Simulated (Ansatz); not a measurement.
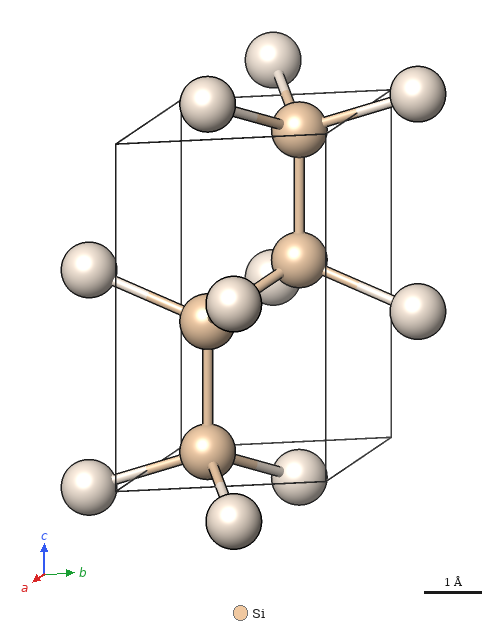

This ball-and-stick model is shown slightly off an axis. The wireframe shows the unit cell. Outside the box, the atoms bonded to those within are drawn, in fainter colours.

Si, a = 3.865 Å, b = 3.840 Å, c = 6.341 Å, α = 90.00°, β = 90.00°, γ = 120.21°. Strictly the space group is Cmcm (No. 63, within 0.01 Å). It is a distorted form of a primitive hexagonal structure, space group P6_3/mmc (No. 194) within 0.25 Å: hexagonal diamond (lonsdaleite type). Source of the structure: a structure type filled with this element by a generator (whether the element takes this form wasn't checked). The cell was then strained or its atoms displaced on purpose. It was run through Ansatz as a DFT input.

This one geometry was computed with Ansatz (DFT, plane waves, PAW) at three levels of theory: HSE06, PBE and r2SCAN. It was relaxed with r2SCAN and then strained.

Q: How does the band gap change with the level of theory?

A: PBE: a gap of 0.33 eV, indirect; r2SCAN: a gap of 0.51 eV, indirect; HSE06: a gap of 0.87 eV, indirect.

Q: Collect the results in a table.

A:
| level | cutoff (eV) | k-mesh of the run's cell | gap (eV) | pressure (GPa) |
| --- | --- | --- | --- | --- |
| HSE06 | 420 | 6×6×4 | 0.87 | -1.0 |
| PBE | 420 | 12×12×4 | 0.33 | 0.5 |
| r2SCAN | 500 | 12×12×4 | 0.51 | -0.8 |

Gaps are taken on the k-mesh or band path of each run.
